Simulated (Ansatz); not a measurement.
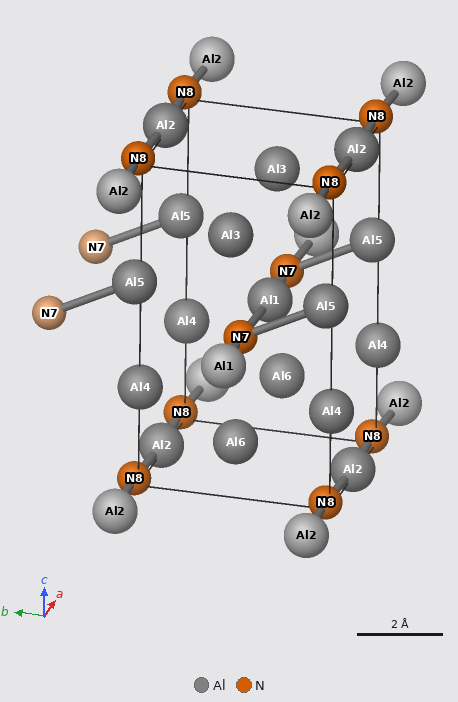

**Figure 1.** The input geometry (ball-and-stick view of the cell of the calculation, seen at an oblique angle; neighbours outside the cell are drawn fainter; atoms are numbered from 1 in the order of the input).

## Al3N: geometry relaxation (part 1 of 2)

- system: Al3N (P1, 8 atoms in the cell)
- method: DFT PBE, scalar-relativistic, plane waves, PAW (Ansatz 0.2.0)

The structure was made by swapping elements on the sites of another compound; it need not be a known phase. The run did not end well. It belongs to a series of runs on one base structure; here: Li3N type (P6/mmm, No. 191); cell x2, atoms moved at random (sigma 0.15 Å) and cell strained at random (1.5 %), then relaxed without symmetry. Figures and captions count atoms from 1; the log counts them from 0 in places.

The input:
```yaml
crystal:
  lattice:
    - [-0.0737780552, 0.006418876, -3.4640092332]
    - [2.4105665799, -4.0701063384, 0.0587726026]
    - [-7.3596106993, -4.1439557652, -0.1455307675]
  atoms:
    - { symbol: Al, position: [0.5405484812, 0.4529267158, 0.5095672643] }
    - { symbol: Al, position: [0.5392253667, 1.0097226437, 1.0135508017] }
    - { symbol: Al, position: [-0.0133837707, 0.5306662804, 0.8213466226] }
    - { symbol: Al, position: [-0.0087887388, 0.9941129936, 0.3096876093] }
    - { symbol: Al, position: [-0.0338212552, 0.0248163417, 0.6413655957] }
    - { symbol: Al, position: [-0.0280557799, 0.488390119, 0.1809922175] }
    - { symbol: "N", position: [-0.0401851253, 0.4666858461, 0.51259686] }
    - { symbol: "N", position: [0.0444608219, 0.0326790596, 0.0108930289] }
basis:
  ecutwfc: 420
kpoints:
  mp_grid: { grid: [8, 6, 4] }
hamiltonian:
  xc: pbe
scf:
  occupations: { method: gaussian, width: 0.1 }
output:
  forces: true
  stress: true
  eigenvalues: true
relax:
  adjacent_minimum: "off"
  f_tol: 0.015
  max_steps: 120
  cell: { stress_tol: 0.15 }
```

Run as:
```bash
ansatz run input.yaml --threads 1 --pin off --max-ram 2560MiB --backend cpu --events-out ev --progress --plain --runs-dir out
```

The program's output:
```
Engine: ansatz 0.2.0, x86_64-unknown-linux-gnu
Pseudopotentials: kind: paw
Pseudopotential: Al, paw, valence charge 3, recommended cutoff 420 eV (normal), Al.paw.azcp
Pseudopotential: N, paw, valence charge 5, recommended cutoff 420 eV (normal), N.paw.azcp
Functional definition: PBE
  parameter kappa = 0.804
  parameter beta = 0.06672455060314922
  exchange = pbe_x(kappa = kappa, mu = beta*pi^2/3)
  correlation = pbe_c(beta = beta)
Crystal: 8 atoms, lattice volume = 138.303 Å³
Basis set: ecut = 420 eV, 2687 PW (Γ), exchange–correlation on 48×64×120 points (8 copies of the dense FFT grid, shifted against one another)
Bands: 22, of which v1, the nominal top of the filled ones, is band 14 counted from 1 (13 counted from 0)
Symmetry: 1 space group operations
Space group: P1 (ITA 1), of the structure as read, at distance tolerance 5.2e-5 Å
k-points: 100 of 192 (time reversal used)
Non-local potential: Al, projectors of the file, l = 0: 2, l = 1: 2, l = 2: 1
Non-local potential: N, projectors of the file, l = 0: 2, l = 1: 2, l = 2: 1
PAW form: soft (Blöchl's): semilocal exchange-correlation on the pseudo side does not see the compensation charge
PAW one-centre angular grid: Al, 110 points (default); XC on 64 Gauss nodes
PAW one-centre angular grid: N, 110 points (default); XC on 64 Gauss nodes
Initial density: superposition of atomic densities (neutral atoms: chi_scale 0, normalization atom), corrected by the library's trained network
Initial wavefunctions: pseudopotential atomic-orbital guess
Functional: x = pbe(κ = 0.804, μ = 0.2195149727645171), c = pbe(β = 0.06672455060314922)
SCF iter   1: F=—  HF=-3987.209499 eV  |F-HF|=—  |Δ(HF+E_count)|=         —  Δρ=5.72e-3  dr2=5.24e-2  ethr=1.77e-3  ⟨swp⟩=7.2  Hψ=13214  notcnv=0  defer=1
preconditioner: auto → Kerker (q_TF=auto, 2.091 Å⁻¹)  [metal: Δε(μ)=0.013 eV  Ē_g=7.917 eV  σ=0.100 eV  W_gap=0.07  n_scr=20 (ndim 8)  ℏωp=16.7 eV  f_vac=0.000  D(μ)=2.94/eV (n_scr^D=14)]
SCF iter   2: F=—  HF=-3987.201137 eV  |F-HF|=—  |Δ(HF+E_count)|=   8.36e-3  Δρ=3.16e-3  dr2=2.02e-2  ethr=1.87e-4  ⟨swp⟩=1.0  Hψ=3000  notcnv=0  defer=1
SCF iter   3: F=—  HF=-3987.196568 eV  |F-HF|=—  |Δ(HF+E_count)|=   4.57e-3  Δρ=4.31e-4  dr2=3.65e-4  ethr=7.22e-5  ⟨swp⟩=2.6  Hψ=3319  notcnv=0  defer=1
SCF iter   4: F=—  HF=-3987.196513 eV  |F-HF|=—  |Δ(HF+E_count)|=   5.51e-5  Δρ=1.34e-4  dr2=3.74e-5  ethr=1.30e-6  ⟨swp⟩=2.0  Hψ=2883  notcnv=0  defer=1
SCF iter   5: F=—  HF=-3987.196378 eV  |F-HF|=—  |Δ(HF+E_count)|=   1.35e-4  Δρ=2.93e-5  dr2=2.48e-6  ethr=1.34e-7  ⟨swp⟩=2.5  Hψ=3445  notcnv=0  defer=1
SCF iter   6: F=—  HF=-3987.196378 eV  |F-HF|=—  |Δ(HF+E_count)|=   4.13e-7  Δρ=6.40e-6  dr2=1.29e-7  ethr=8.87e-9  ⟨swp⟩=2.1  Hψ=3047  notcnv=0  defer=1
SCF iter   7: F=-3987.196378 eV  HF=-3987.196378 eV  |F-HF|=4.82e-9  |Δ(HF+E_count)|=   3.62e-8  Δρ=1.73e-6  dr2=6.89e-9  ethr=3.57e-10  ⟨swp⟩=9.2  Hψ=9603  notcnv=0
SCF 1 converged in 7 iterations: F = -3987.196378 eV  dr2 = 6.89e-9
  greatest PAW one-centre occupation: 0.831 electrons in one spin orbital (limit 2), on the N atom at site 6 (counted from 0), in its partial waves of l = 0
relax step   1: F+E_penalty+E_count = -3987.19637803 eV  Δ(F+E_penalty+E_count) = +0.000e0 eV  max|allowed force component| = 1.816e1 eV/Å  Δτ_max = 0.0000 Å  P = +6.181 GPa  Ω = 138.303 Å³  (7 SCF iters, dr2 threshold 1.00e-7 eV, accepted)
Crystal: 8 atoms, lattice volume = 136.251 Å³
Basis set: ecut = 420 eV, 2653 PW (Γ), exchange–correlation on 48×64×120 points (8 copies of the dense FFT grid, shifted against one another)
Initial density: handed on by an earlier stage of this run
Initial wavefunctions: those handed on with the density
SCF iter   1: F=—  HF=-3989.069799 eV  |F-HF|=—  |Δ(HF+E_count)|=         —  Δρ=2.34e-2  dr2=1.03e0  ethr=3.10e-3  ⟨swp⟩=7.8  Hψ=12653  notcnv=0  defer=1
preconditioner: auto → Kerker (q_TF=auto, 2.096 Å⁻¹)  [metal: Δε(μ)=0.024 eV  Ē_g=7.970 eV  σ=0.100 eV  W_gap=0.13  n_scr=20 (ndim 8)  ℏωp=16.8 eV  f_vac=0.000  D(μ)=3.12/eV (n_scr^D=18)]
SCF iter   2: F=—  HF=-3988.951846 eV  |F-HF|=—  |Δ(HF+E_count)|=   1.18e-1  Δρ=1.04e-2  dr2=2.46e-1  ethr=3.10e-3  ⟨swp⟩=1.1  Hψ=3010  notcnv=0  defer=3
SCF iter   3: F=—  HF=-3988.919948 eV  |F-HF|=—  |Δ(HF+E_count)|=   3.19e-2  Δρ=1.34e-3  dr2=6.10e-3  ethr=8.78e-4  ⟨swp⟩=2.6  Hψ=3208  notcnv=0  defer=154
SCF iter   4: F=—  HF=-3988.919152 eV  |F-HF|=—  |Δ(HF+E_count)|=   7.96e-4  Δρ=2.22e-4  dr2=1.65e-4  ethr=2.18e-5  ⟨swp⟩=2.1  Hψ=3100  notcnv=0  defer=154
SCF iter   5: F=—  HF=-3988.918746 eV  |F-HF|=—  |Δ(HF+E_count)|=   4.06e-4  Δρ=5.63e-5  dr2=8.83e-6  ethr=5.89e-7  ⟨swp⟩=1.9  Hψ=3299  notcnv=0  defer=216
SCF iter   6: F=-3988.918744 eV  HF=-3988.918744 eV  |F-HF|=2.16e-7  |Δ(HF+E_count)|=   1.65e-6  Δρ=1.34e-5  dr2=3.89e-7  ethr=2.86e-9  ⟨swp⟩=9.8  Hψ=11332  notcnv=0
SCF 2 converged in 6 iterations: F = -3988.918744 eV  dr2 = 3.89e-7
  greatest PAW one-centre occupation: 0.825 electrons in one spin orbital (limit 2), on the N atom at site 6 (counted from 0), in its partial waves of l = 0
relax step   2: F+E_penalty+E_count = -3988.91874417 eV  Δ(F+E_penalty+E_count) = -1.722e0 eV  max|allowed force component| = 8.658e0 eV/Å  Δτ_max = 0.1920 Å  P = +2.882 GPa  Ω = 136.251 Å³  energy of the carried Pulay correction = +2.043e-3 eV  (6 SCF iters, dr2 threshold 8.00e-7 eV, accepted)
Crystal: 8 atoms, lattice volume = 133.621 Å³
Basis set: ecut = 420 eV, 2601 PW (Γ), exchange–correlation on 48×64×120 points (8 copies of the dense FFT grid, shifted against one another)
iter 1 solved again at ethr=2.08e-3 eV; its pass at ethr=3.10e-3 eV (dr2=5.82e-1 eV) is discarded
SCF iter   1: F=—  HF=-3990.166626 eV  |F-HF|=—  |Δ(HF+E_count)|=         —  Δρ=1.89e-2  dr2=5.85e-1  ethr=2.08e-3  ⟨swp⟩=1.0  Hψ=15714  notcnv=0
preconditioner: auto → Kerker (q_TF=auto, 2.103 Å⁻¹)  [metal: Δε(μ)=0.003 eV  Ē_g=8.210 eV  σ=0.100 eV  W_gap=0.02  n_scr=20 (ndim 8)  ℏωp=17.0 eV  f_vac=0.000  D(μ)=3.16/eV (n_scr^D=16)]
SCF iter   2: F=—  HF=-3990.080614 eV  |F-HF|=—  |Δ(HF+E_count)|=   8.60e-2  Δρ=9.71e-3  dr2=1.79e-1  ethr=2.08e-3  ⟨swp⟩=1.0  Hψ=2200  notcnv=0
SCF iter   3: F=—  HF=-3990.047580 eV  |F-HF|=—  |Δ(HF+E_count)|=   3.30e-2  Δρ=1.18e-3  dr2=2.49e-3  ethr=6.39e-4  ⟨swp⟩=2.9  Hψ=3620  notcnv=0
SCF iter   4: F=—  HF=-3990.047206 eV  |F-HF|=—  |Δ(HF+E_count)|=   3.74e-4  Δρ=1.87e-4  dr2=7.94e-5  ethr=8.89e-6  ⟨swp⟩=2.0  Hψ=3596  notcnv=0
SCF iter   5: F=—  HF=-3990.047146 eV  |F-HF|=—  |Δ(HF+E_count)|=   6.06e-5  Δρ=4.51e-5  dr2=4.42e-6  ethr=2.84e-7  ⟨swp⟩=2.1  Hψ=3500  notcnv=0
SCF iter   6: F=-3990.047145 eV  HF=-3990.047145 eV  |F-HF|=2.21e-8  |Δ(HF+E_count)|=   3.12e-7  Δρ=8.13e-6  dr2=1.16e-7  ethr=2.86e-9  ⟨swp⟩=6.8  Hψ=10393  notcnv=0
SCF 3 converged in 6 iterations: F = -3990.047145 eV  dr2 = 1.16e-7
  greatest PAW one-centre occupation: 0.822 electrons in one spin orbital (limit 2), on the N atom at site 6 (counted from 0), in its partial waves of l = 0
relax step   3: F+E_penalty+E_count = -3990.04714531 eV  Δ(F+E_penalty+E_count) = -1.128e0 eV  max|allowed force component| = 2.243e0 eV/Å  Δτ_max = 0.1695 Å  P = +2.094 GPa  Ω = 133.621 Å³  energy of the carried Pulay correction = +4.706e-3 eV  (6 SCF iters, dr2 threshold 8.00e-7 eV, accepted)
Crystal: 8 atoms, lattice volume = 133.628 Å³
Basis set: ecut = 420 eV, 2599 PW (Γ), exchange–correlation on 48×64×120 points (8 copies of the dense FFT grid, shifted against one another)
iter 1 solved again at ethr=1.82e-3 eV; its pass at ethr=3.10e-3 eV (dr2=5.10e-1 eV) is discarded
SCF iter   1: F=—  HF=-3990.927780 eV  |F-HF|=—  |Δ(HF+E_count)|=         —  Δρ=1.43e-2  dr2=5.13e-1  ethr=1.82e-3  ⟨swp⟩=1.0  Hψ=15423  notcnv=0
preconditioner: auto → Kerker (q_TF=auto, 2.103 Å⁻¹)  [metal: Δε(μ)=0.003 eV  Ē_g=8.365 eV  σ=0.100 eV  W_gap=0.02  n_scr=16 (ndim 8)  ℏωp=17.0 eV  f_vac=0.000  D(μ)=3.44/eV (n_scr^D=20)]
SCF iter   2: F=—  HF=-3990.864419 eV  |F-HF|=—  |Δ(HF+E_count)|=   6.34e-2  Δρ=8.09e-3  dr2=1.79e-1  ethr=1.82e-3  ⟨swp⟩=1.0  Hψ=2200  notcnv=0
SCF iter   3: F=—  HF=-3990.834283 eV  |F-HF|=—  |Δ(HF+E_count)|=   3.01e-2  Δρ=9.31e-4  dr2=1.31e-3  ethr=6.38e-4  ⟨swp⟩=2.9  Hψ=3438  notcnv=0
SCF iter   4: F=—  HF=-3990.834135 eV  |F-HF|=—  |Δ(HF+E_count)|=   1.48e-4  Δρ=1.82e-4  dr2=6.74e-5  ethr=4.66e-6  ⟨swp⟩=2.6  Hψ=3712  notcnv=0
SCF iter   5: F=—  HF=-3990.833946 eV  |F-HF|=—  |Δ(HF+E_count)|=   1.89e-4  Δρ=4.81e-5  dr2=5.29e-6  ethr=2.41e-7  ⟨swp⟩=2.0  Hψ=3621  notcnv=0
SCF iter   6: F=-3990.833946 eV  HF=-3990.833946 eV  |F-HF|=8.48e-8  |Δ(HF+E_count)|=   3.55e-7  Δρ=1.06e-5  dr2=2.44e-7  ethr=2.86e-9  ⟨swp⟩=6.7  Hψ=10441  notcnv=0
SCF 4 converged in 6 iterations: F = -3990.833946 eV  dr2 = 2.44e-7
relax step   4: F+E_penalty+E_count = -3990.83394588 eV  Δ(F+E_penalty+E_count) = -7.868e-1 eV  max|allowed force component| = 2.951e0 eV/Å  Δτ_max = 0.2000 Å  P = +1.639 GPa  Ω = 133.628 Å³  energy of the carried Pulay correction = +4.699e-3 eV  (6 SCF iters, dr2 threshold 8.00e-7 eV, accepted)
Crystal: 8 atoms, lattice volume = 134.674 Å³
Basis set: ecut = 420 eV, 2631 PW (Γ), exchange–correlation on 48×64×120 points (8 copies of the dense FFT grid, shifted against one another)
iter 1 solved again at ethr=1.17e-3 eV; its pass at ethr=3.10e-3 eV (dr2=3.26e-1 eV) is discarded
SCF iter   1: F=—  HF=-3991.723542 eV  |F-HF|=—  |Δ(HF+E_count)|=         —  Δρ=1.10e-2  dr2=3.27e-1  ethr=1.17e-3  ⟨swp⟩=1.0  Hψ=16203  notcnv=0
preconditioner: auto → Kerker (q_TF=auto, 2.100 Å⁻¹)  [metal: Δε(μ)=0.003 eV  Ē_g=8.435 eV  σ=0.100 eV  W_gap=0.02  n_scr=16 (ndim 8)  ℏωp=16.9 eV  f_vac=0.000  D(μ)=3.09/eV (n_scr^D=16)]
SCF iter   2: F=—  HF=-3991.681475 eV  |F-HF|=—  |Δ(HF+E_count)|=   4.21e-2  Δρ=6.40e-3  dr2=1.15e-1  ethr=1.17e-3  ⟨swp⟩=1.0  Hψ=2200  notcnv=0
SCF iter   3: F=—  HF=-3991.660923 eV  |F-HF|=—  |Δ(HF+E_count)|=   2.06e-2  Δρ=7.56e-4  dr2=1.29e-3  ethr=4.12e-4  ⟨swp⟩=2.0  Hψ=3284  notcnv=0
SCF iter   4: F=—  HF=-3991.660805 eV  |F-HF|=—  |Δ(HF+E_count)|=   1.19e-4  Δρ=1.58e-4  dr2=6.74e-5  ethr=4.61e-6  ⟨swp⟩=2.1  Hψ=3389  notcnv=0
SCF iter   5: F=—  HF=-3991.660784 eV  |F-HF|=—  |Δ(HF+E_count)|=   2.08e-5  Δρ=4.11e-5  dr2=5.02e-6  ethr=2.41e-7  ⟨swp⟩=2.1  Hψ=3635  notcnv=0
SCF iter   6: F=-3991.660783 eV  HF=-3991.660783 eV  |F-HF|=8.57e-8  |Δ(HF+E_count)|=   5.06e-7  Δρ=9.43e-6  dr2=2.14e-7  ethr=2.86e-9  ⟨swp⟩=6.8  Hψ=10525  notcnv=0
SCF 5 converged in 6 iterations: F = -3991.660783 eV  dr2 = 2.14e-7
  greatest PAW one-centre occupation: 0.821 electrons in one spin orbital (limit 2), on the N atom at site 6 (counted from 0), in its partial waves of l = 0
relax step   5: F+E_penalty+E_count = -3991.66078332 eV  Δ(F+E_penalty+E_count) = -8.268e-1 eV  max|allowed force component| = 3.884e0 eV/Å  Δτ_max = 0.1902 Å  P = +0.206 GPa  Ω = 134.674 Å³  energy of the carried Pulay correction = +3.633e-3 eV  (6 SCF iters, dr2 threshold 8.00e-7 eV, accepted)
Crystal: 8 atoms, lattice volume = 133.947 Å³
Basis set: ecut = 420 eV, 2613 PW (Γ), exchange–correlation on 48×64×120 points (8 copies of the dense FFT grid, shifted against one another)
iter 1 solved again at ethr=8.75e-4 eV; its pass at ethr=3.10e-3 eV (dr2=2.45e-1 eV) is discarded
SCF iter   1: F=—  HF=-3992.622549 eV  |F-HF|=—  |Δ(HF+E_count)|=         —  Δρ=1.11e-2  dr2=2.47e-1  ethr=8.75e-4  ⟨swp⟩=1.0  Hψ=14984  notcnv=0
preconditioner: auto → Kerker (q_TF=auto, 2.102 Å⁻¹)  [metal: Δε(μ)=0.015 eV  Ē_g=8.527 eV  σ=0.100 eV  W_gap=0.08  n_scr=16 (ndim 8)  ℏωp=17.0 eV  f_vac=0.000  D(μ)=2.46/eV (n_scr^D=10)]
SCF iter   2: F=—  HF=-3992.580759 eV  |F-HF|=—  |Δ(HF+E_count)|=   4.18e-2  Δρ=6.51e-3  dr2=9.02e-2  ethr=8.75e-4  ⟨swp⟩=1.0  Hψ=2200  notcnv=0
SCF iter   3: F=—  HF=-3992.561310 eV  |F-HF|=—  |Δ(HF+E_count)|=   1.94e-2  Δρ=2.11e-3  dr2=7.70e-3  ethr=3.22e-4  ⟨swp⟩=2.2  Hψ=3518  notcnv=0
SCF iter   4: F=—  HF=-3992.560166 eV  |F-HF|=—  |Δ(HF+E_count)|=   1.14e-3  Δρ=6.09e-4  dr2=5.64e-4  ethr=2.75e-5  ⟨swp⟩=2.6  Hψ=3646  notcnv=0
SCF iter   5: F=—  HF=-3992.560313 eV  |F-HF|=—  |Δ(HF+E_count)|=   1.47e-4  Δρ=1.23e-4  dr2=3.38e-5  ethr=2.01e-6  ⟨swp⟩=2.4  Hψ=3756  notcnv=0
SCF iter   6: F=—  HF=-3992.560314 eV  |F-HF|=—  |Δ(HF+E_count)|=   8.16e-7  Δρ=7.01e-5  dr2=8.20e-6  ethr=1.21e-7  ⟨swp⟩=2.8  Hψ=3782  notcnv=0
SCF iter   7: F=-3992.560313 eV  HF=-3992.560313 eV  |F-HF|=2.94e-7  |Δ(HF+E_count)|=   1.44e-6  Δρ=1.96e-5  dr2=6.18e-7  ethr=2.86e-9  ⟨swp⟩=4.7  Hψ=10570  notcnv=0
SCF 6 converged in 7 iterations: F = -3992.560313 eV  dr2 = 6.18e-7
  greatest PAW one-centre occupation: 0.818 electrons in one spin orbital (limit 2), on the N atom at site 6 (counted from 0), in its partial waves of l = 0
relax step   6: F+E_penalty+E_count = -3992.56031254 eV  Δ(F+E_penalty+E_count) = -8.995e-1 eV  max|allowed force component| = 2.636e0 eV/Å  Δτ_max = 0.2000 Å  P = -0.933 GPa  Ω = 133.947 Å³  energy of the carried Pulay correction = +4.373e-3 eV  (7 SCF iters, dr2 threshold 8.00e-7 eV, accepted)
Crystal: 8 atoms, lattice volume = 132.363 Å³
Basis set: ecut = 420 eV, 2591 PW (Γ), exchange–correlation on 48×64×120 points (8 copies of the dense FFT grid, shifted against one another)
iter 1 solved again at ethr=1.08e-3 eV; its pass at ethr=3.10e-3 eV (dr2=3.01e-1 eV) is discarded
```
